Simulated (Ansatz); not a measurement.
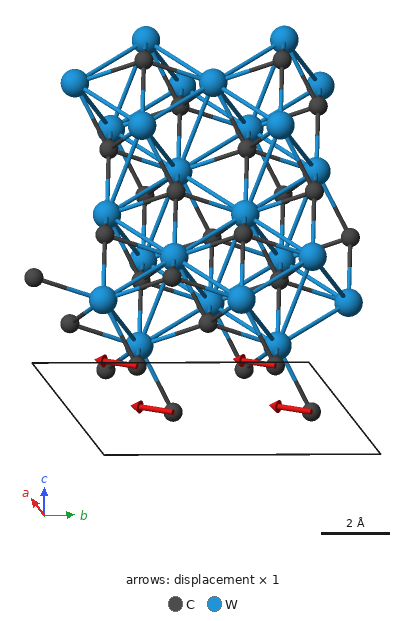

This is a relaxation of a slab of composition WC (cut from the P-6m2 phase). The starting structure is drawn; red arrows show the displacements, at their true length.

A ball-and-stick model of the 2 × 2 repeat of the cell, outlined in the plane, without the vacuum, seen from a free direction.

The slab is the (1 0 1) face of WC.

Method: Ansatz 0.2.0, DFT PBE, scalar-relativistic, plane waves, PAW. Settings: plane-wave cutoff 420 eV; k-point mesh 13 × 9 × 1; occupations gaussian; smearing width 0.1 eV; no spin polarisation; dipole correction; atoms relaxed in a fixed cell; force threshold 0.02 eV/Å; at most 60 steps.

Q: Describe the change and its energy.

A: A C atom moves most relative to the layer's centre: 1.45 Å at 69° to the normal (+c side). Largest moves by element: C 1.45 Å, W 0.17 Å. The lattice vectors keep their values. Some distances before and after: C–C 2.847 → 1.497 Å, C–W 2.207 → 2.005 Å, W–W 2.847 → 2.738 Å, W–W 2.922 → 2.822 Å. New bonds form, among them: C–C (2.85 → 1.50 Å). Bond angles that change, for instance: W–C–W 82.9° → 93.5°, W–C–W 135.1° → 130.0°, W–C–W 82.9° → 86.9°. The energy falls by 2.153 eV per cell of the calculation in 15 accepted moves (16 points after the start). The largest force component goes from 3.5 to 0.019 eV/Å. 1 step only repeated the SCF at the same geometry. The run may lie on a higher electronic state than the lowest, so the end point isn't shown to be the ground-state structure.
